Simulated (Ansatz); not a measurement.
C: single-point calculation

System: C (P6₃mc, 12 atoms in the cell).
Method: DFT LDA, scalar-relativistic, plane waves, PAW, PAW set soft_1, no spin polarisation (Ansatz 0.2.0).

The structure derives from a Materials Project entry. Figures and captions count atoms from 1; the log counts them from 0 in places.

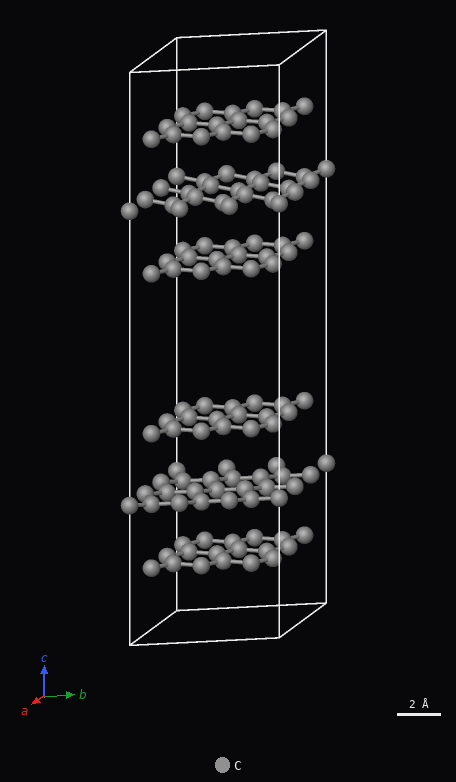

*The input geometry (ball-and-stick view of the 3 × 3 repeat of the cell, with the vacuum cut short, seen slightly off an axis).*

Near neighbours in the crystal (not all of them lie inside the picture): C has 3 C at 1.39 to 1.40 Å.

Summary:

- outcome: converged
- space group (tolerance 0.01 Å): P6₃mc (186)
- electrons treated: 48
- free energy: −2915.0791 eV
- Fermi energy: 3.810 eV
- gap on the k-point mesh: 0.04 eV
- pressure: 9.87 GPa
- largest force (length of the vector): 2.892 eV/Å
- hardware: 4 threads of AMD EPYC (Zen 3), 32 GiB of memory available, shared host
- wall time: 15 s (CPU time 60 s)
- peak memory: 0.75 GiB

Notes:

Warnings of the run: the PAW datasets were made with another functional; the exchange-correlation potential is rough where the density is thin.

The input:
```yaml
crystal:
  lattice:
    - [2.4059711464, 0.0, 0.0]
    - [-1.2029855732, 2.0836321336, 0.0]
    - [0.0, 0.0, 28.6286562871]
  atoms:
    - { symbol: C, position: [0.6666666667, 0.3333333333, 0.0014381788] }
    - { symbol: C, position: [0.6666666667, 0.3333333333, 0.5014563039] }
    - { symbol: C, position: [0.6666666667, 0.3333333333, 0.7298539282] }
    - { symbol: C, position: [0.6666666667, 0.3333333333, 0.2298723132] }
    - { symbol: C, position: [0.0, 0.0, 0.6156893956] }
    - { symbol: C, position: [0.3333333333, 0.6666666667, 0.2298539282] }
    - { symbol: C, position: [0.0, 0.0, 0.1156893956] }
    - { symbol: C, position: [0.6666666667, 0.3333333333, 0.6098799756] }
    - { symbol: C, position: [0.3333333333, 0.6666666667, 0.7298723132] }
    - { symbol: C, position: [0.3333333333, 0.6666666667, 0.1098799756] }
    - { symbol: C, position: [0.3333333333, 0.6666666667, 0.5014381788] }
    - { symbol: C, position: [0.3333333333, 0.6666666667, 0.0014563039] }
basis:
  ecutwfc: 520.0
kpoints:
  mp_grid: { grid: [18, 18, 2] }
hamiltonian:
  xc: lda
  pseudopotentials: { kind: paw, azcp: { folder: soft_1 } }
scf:
  occupations: { method: gaussian, width: 0.15 }
output:
  forces: true
  stress: true
  eigenvalues: true
  write_density: true
  write_potential: true
  elf: true
  volumetric_format: npy
```

Command:
```bash
ansatz run input.yaml --threads 4 --pin off --max-ram 8192MiB --backend cpu --events-out ev --progress --plain --runs-dir out
```

Output:
```
Warning: [file] the record states the generating functional pbe (its physics header spells it `PBE`), which answers neither for hamiltonian.xc's functional nor for the lda family's — results may be inconsistent (PPs are generated against a specific XC)
Engine: ansatz 0.2.0, x86_64-unknown-linux-gnu
Pseudopotentials: kind: paw
Pseudopotential: C, paw, valence charge 4, recommended cutoff 420 eV (normal), [file]
Functional definition: SPW92
  exchange = slater_x
  correlation = pw_c
Crystal: 12 atoms, lattice volume = 143.520 Å³
Basis set: ecut = 520 eV, 3917 PW (Γ)
Bands: 36, of which v1, the nominal top of the filled ones, is band 24 counted from 1 (23 counted from 0)
Symmetry: 12 space group operations
Space group: P63mc (ITA 186), of the structure as read, at distance tolerance 5.2e-5 Å
k-points: 74 of 648
Non-local potential: C, projectors of the file, l = 0: 2, l = 1: 2, l = 2: 1
PAW form: soft (Blöchl's): semilocal exchange-correlation on the pseudo side does not see the compensation charge
PAW frozen core: C, regenerated for the run's functional, and the local potential with it (the file was generated under x = pbe(κ = 0.804, μ = 0.2195149727645171), c = pbe(β = 0.06672455060314922))
PAW one-centre angular grid: C, 110 points (default); XC on 64 Gauss nodes
Initial density: superposition of atomic densities (neutral atoms: chi_scale 0, normalization atom)
Initial wavefunctions: pseudopotential atomic-orbital guess
Functional: x = slater, c = lda
SCF iter   1: F=—  HF=-2923.858261 eV  |F-HF|=—  |Δ(HF+E_count)|=         —  Δρ=1.21e-1  dr2=1.86e1  ethr=3.10e-3  ⟨swp⟩=10.4  Hψ=15983  notcnv=0  defer=34
preconditioner: auto → LDOS  [metal: Δε(μ)=0.012 eV  Ē_g=16.936 eV  σ=0.150 eV  W_gap=0.05  n_scr=20 (ndim 8)  ℏωp=21.5 eV  f_vac=0.289  D(μ)=0.37/eV (n_scr^D=6)  β→1.0]
SCF iter   2: F=—  HF=-2916.930295 eV  |F-HF|=—  |Δ(HF+E_count)|=    6.93e0  Δρ=4.95e-2  dr2=3.93e0  ethr=3.10e-3  ⟨swp⟩=4.8  Hψ=8298  notcnv=0  defer=455
SCF iter   3: F=—  HF=-2915.107874 eV  |F-HF|=—  |Δ(HF+E_count)|=    1.82e0  Δρ=5.89e-3  dr2=8.27e-2  ethr=3.10e-3  ⟨swp⟩=3.7  Hψ=5958  notcnv=0  defer=444
SCF iter   4: F=—  HF=-2915.090847 eV  |F-HF|=—  |Δ(HF+E_count)|=   1.70e-2  Δρ=4.58e-3  dr2=5.01e-2  ethr=1.72e-4  ⟨swp⟩=2.4  Hψ=5186  notcnv=0  defer=444
SCF iter   5: F=—  HF=-2915.080302 eV  |F-HF|=—  |Δ(HF+E_count)|=   1.05e-2  Δρ=1.50e-3  dr2=5.50e-3  ethr=1.04e-4  ⟨swp⟩=2.1  Hψ=3137  notcnv=0  defer=444
SCF iter   6: F=—  HF=-2915.079039 eV  |F-HF|=—  |Δ(HF+E_count)|=   1.26e-3  Δρ=3.33e-4  dr2=1.83e-4  ethr=1.15e-5  ⟨swp⟩=2.0  Hψ=3294  notcnv=0  defer=444
SCF iter   7: F=—  HF=-2915.079006 eV  |F-HF|=—  |Δ(HF+E_count)|=   3.33e-5  Δρ=5.22e-5  dr2=7.23e-6  ethr=3.80e-7  ⟨swp⟩=2.1  Hψ=3716  notcnv=0  defer=444
SCF iter   8: F=—  HF=-2915.079110 eV  |F-HF|=—  |Δ(HF+E_count)|=   1.04e-4  Δρ=1.31e-5  dr2=2.07e-7  ethr=1.51e-8  ⟨swp⟩=2.0  Hψ=3988  notcnv=0  defer=444
SCF iter   9: F=-2915.079110 eV  HF=-2915.079110 eV  |F-HF|=6.78e-11  |Δ(HF+E_count)|=   1.43e-8  Δρ=3.45e-6  dr2=8.66e-9  ethr=2.08e-10  ⟨swp⟩=46.6  Hψ=31441  notcnv=0
the search or the solves at the SCF's close seem to have found levels that the self-consistency loop had missed (the run counts 1). By its estimate they hold under 1e-12 electrons; where the run keeps them, the occupations were computed again with them
SCF 1 converged in 9 iterations: F = -2915.079110 eV  dr2 = 8.66e-9
  greatest PAW one-centre occupation: 0.682 electrons in one spin orbital (limit 2), on the C atom at site 11 (counted from 0), in its partial waves of l = 0
```

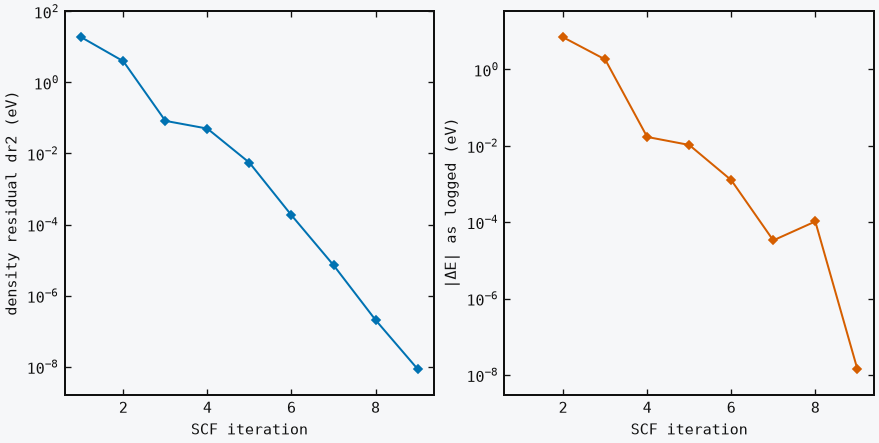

*Convergence of the self-consistent field: density residual dr2 and size of the energy change against the SCF iteration.*

The residual falls at every step.

```
WARN: The output density's exchange-correlation potential varies sharply where the density is thin. Do not read a vacuum level from v_tot or v_xc, or from such a field of the output density. On a cell that repeats whose density bears no net charge and no dipole along the vacuum's axis use v_es (v_loc + v_h of the components); under efield.dipole_correction with no amplitude use v_es + v_field, which holds any external_charges[].barrier, or the levels of the report's work_function block, which leave it out; under a non-zero efield.amplitude the vacuum is tilted and has no level; on a cell that repeats and bears such a dipole with no correction it is tilted too, and efield.dipole_correction with no amplitude gives each side of its ramp a level where efield: is served; in a cell that repeats whose density bears a net charge (total_charge, or a fill off its count) it is curved and has none; of a slab under crystal.periodic whose density bears no net charge use v_es, which has a level on each side, short of where the two are joined; of another it falls or rises all the way out and has none; of a slab beside external_charges read slab_vacuum_level instead, which it has where they leave it neutral. The grid or the basis barely resolves most such structure, and the values can differ between equally converged runs; as a rule a tighter scf.convergence.dr2_threshold does not remove it. Where the density itself ripples (under the LDA too) a higher basis.ecutwfc lessens it. The files hold the spikes' plane waves up to the density's cutoff. Files: v_tot_of_output_density and the like, and their columns of v_z.tsv (output.write_potential); v_xc_of_output_density and the like, and their columns of v_comp_z.tsv (output.write_potential_components). Measured: with its Gaussian average of σ = 0.25 Å subtracted twice, the exchange-correlation potential is over 0.1 eV at 556 of the grid points where the equally averaged density (valence and model cores) is under 1e-3 e/Å³, and 0.387 eV at the most among them, at an averaged density of 6.2e-5 e/Å³. The input density's (outcome.potential() and, of a run that writes arrays, v_tot and v_xc) is over 0.1 eV, so measured, at 556 points of its own thin density, 0.386 eV at the most. See output.write_potential in the manual, Limitations
SCF converged after 9 iterations
Free energy (F): -2915.079110 eV
Harris-Foulkes:  -2915.079110 eV  (|F-HF|=6.78e-11)
Internal energy: -2915.075050 eV  (E = F + TS)
E sigma→0 (E₀):  -2915.077080 eV
Entropy (-TS):   -0.004060 eV (-0.338 meV/atom)
Fermi energy:    3.809739 eV
--- Per-component energies (eV) ---
  E_band       = -261.572313
  E_kinetic    = 1084.508220
  E_local      = -7657.731355  (includes V_loc(G=0)·N_el)
  E_nonlocal   = 299.221456
  E_hartree    = 3408.329508
  E_xc         = -563.416016
  E_vxc        = -696.997219  (∫ρ·V_xc dr)
  E_paw        = -1114.362101  (= ΣΔE_a)
  E_vpaw       = -107.228915  (= ΣTr[D̂ρ^β])
  E_aug_tail   = -0.000019  (compensation charges beyond the density's cutoff)
  E_ewald      = 1627.621267
  E_core_change = 0.753990  (= ΣΔE_core)
  E_smearing   = -0.004060  (= −TS)
  E_closure    = -0.000000  (closes the sum)
  Σ components = -2915.079110   (vs F -2915.079110, Δ=0.00e0)
--- Forces (eV/Å), atoms counted from 1 ---
  atom   1  C     -0.00000000    -0.00000000    -0.03685544
  atom   2  C      0.00000000    -0.00000000     0.00208156
  atom   3  C      0.00000000    -0.00000000     0.00307998
  atom   4  C     -0.00000000    -0.00000000    -0.01269159
  atom   5  C      0.00000000    -0.00000000    -2.84798434
  atom   6  C     -0.00000000     0.00000000     0.00307998
  atom   7  C     -0.00000000     0.00000000    -2.84798434
  atom   8  C      0.00000000     0.00000000     2.89234406
  atom   9  C      0.00000000     0.00000000    -0.01269159
  atom  10  C     -0.00000000    -0.00000000     2.89234406
  atom  11  C      0.00000000     0.00000000    -0.03685544
  atom  12  C      0.00000000     0.00000000     0.00208156
  max |Σ_I F_I| component: 5.15e-5 eV/Å
--- Stress (GPa, compression-positive) ---
       15.251462      -0.000000      -0.000000
       -0.000000      15.251462       0.000000
       -0.000000       0.000000      -0.887108
  P = ⅓ Tr σ = 9.8719 GPa (98.719 kbar)
--- Band table (eV; the first three rows and the last of 74) ---
  k-point 0: bands = ["-16.1606", "-16.1606", "-16.0513", "-16.0513", "-15.8514", "-15.8514", "-5.0644", "-5.0642", "-4.3356", "-4.3350", "-3.4082", "-3.4078", "0.8274", "0.8274", "0.8274", "0.8274", "0.8684", "0.8684", "0.8684", "0.8684", "1.1641", "1.1641", "1.1641", "1.1641", "6.8785", "7.1457", "7.4806", "8.2704", "8.7339", "9.7208", "11.1941", "12.5502", "12.5996", "12.5996", "12.5996", "12.5996"]
  k-point 1: bands = ["-16.1606", "-16.1606", "-16.0513", "-16.0513", "-15.8514", "-15.8514", "-5.0643", "-5.0643", "-4.3353", "-4.3353", "-3.4080", "-3.4080", "0.8274", "0.8274", "0.8274", "0.8274", "0.8684", "0.8684", "0.8684", "0.8684", "1.1641", "1.1641", "1.1641", "1.1641", "6.9719", "6.9719", "7.8278", "7.8278", "9.2695", "9.2695", "11.7414", "11.7414", "12.5996", "12.5996", "12.5996", "12.5996"]
  k-point 2: bands = ["-16.0844", "-16.0844", "-15.9757", "-15.9757", "-15.7761", "-15.7761", "-4.9704", "-4.9702", "-4.2428", "-4.2422", "-3.3193", "-3.3188", "0.5281", "0.5281", "0.5693", "0.5693", "0.6581", "0.6581", "0.6992", "0.6992", "0.8599", "0.8599", "0.9942", "0.9942", "6.9785", "7.2489", "7.5725", "8.3694", "8.8167", "9.8027", "11.2786", "12.5532", "12.6309", "12.6441", "12.6824", "12.7225"]
  k-point 73: bands = ["-8.8192", "-8.8192", "-8.7847", "-8.7847", "-8.7524", "-8.7524", "-8.7421", "-8.7421", "-8.6125", "-8.6125", "-8.5776", "-8.5776", "-7.3244", "-7.3244", "-7.2837", "-7.2837", "-7.0357", "-7.0357", "3.2030", "3.2030", "3.7839", "3.7839", "3.7855", "3.7855", "3.8278", "3.8278", "3.8419", "3.8419", "4.4272", "4.4272", "13.9412", "13.9412", "14.0101", "14.0101", "14.5583", "14.5583"]
```

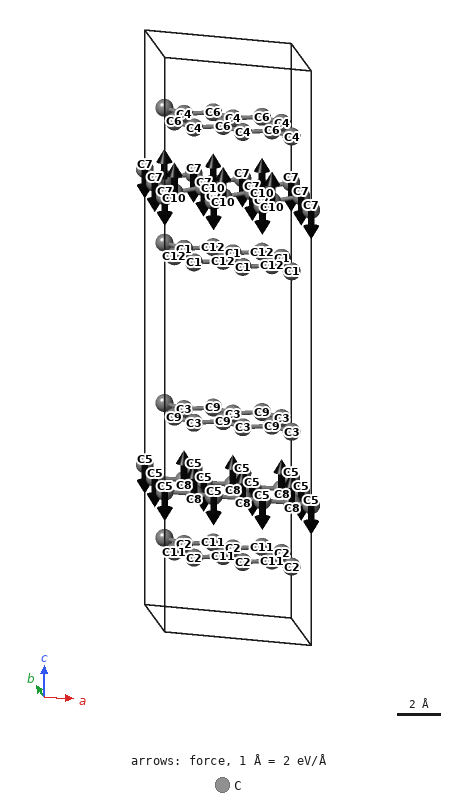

*Forces on the atoms as black arrows (ball-and-stick view of the 3 × 2 repeat of the cell, with the vacuum cut short, seen slightly off an axis; atoms are numbered from 1 in the order of the input); the smallest are left out.*

The largest act on C8, C10 (2.89 eV/Å); C5, C7 (2.85 eV/Å). The geometry is not a stationary point of this energy.

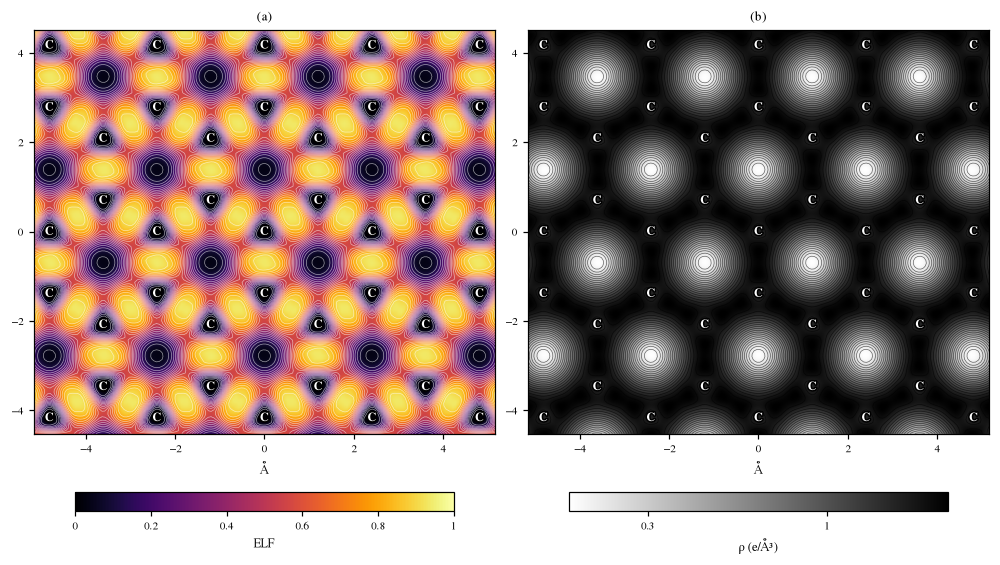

*(a) ELF; (b) valence pseudo-density on the (001) plane of the conventional cell.*

Away from the nuclei the density in this plane falls to 0.18 e/Å³ at its lowest. Core electrons are frozen (PAW), so the fields are smoothed inside the atomic spheres.

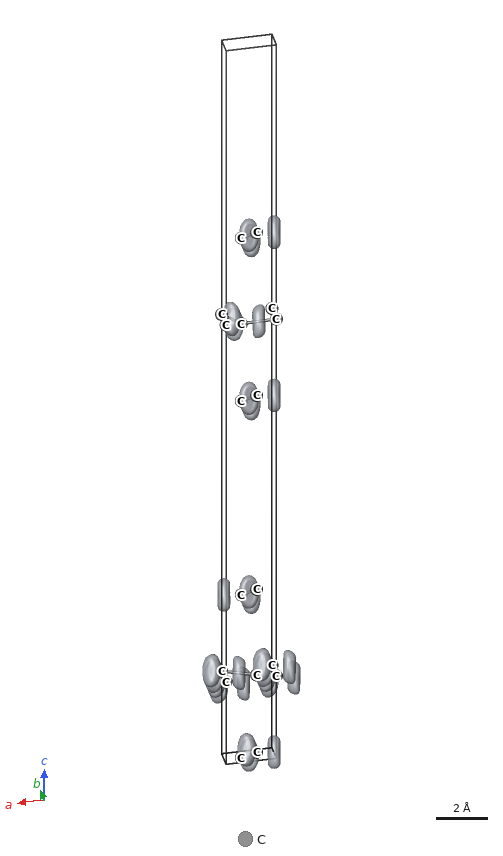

*Isosurface of the ELF at 0.8 (grey), seen at an oblique angle. Core shells and regions of very low density are left out. Sticks mark near contacts. The outline is the cell set on symmetry axes.*

Along the contacts the grid gives the following. C–C (1.39 Å): the ELF peaks at about 0.95 between the atoms (a covalent bond).

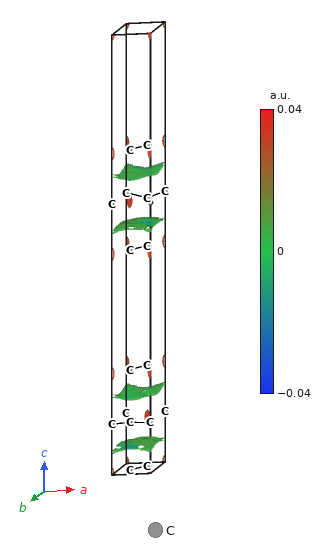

*Non-covalent interaction (NCI) plot: the surface where the reduced density gradient is 0.4, for densities under 0.05 a.u., coloured by sign(λ₂)ρ; seen at an oblique angle. The outline is the cell set on symmetry axes.*

Sheets between layers or molecules: weak, van der Waals-like contact (green) (×4); inside the ring or cage of C: steric crowding (red) (×6).
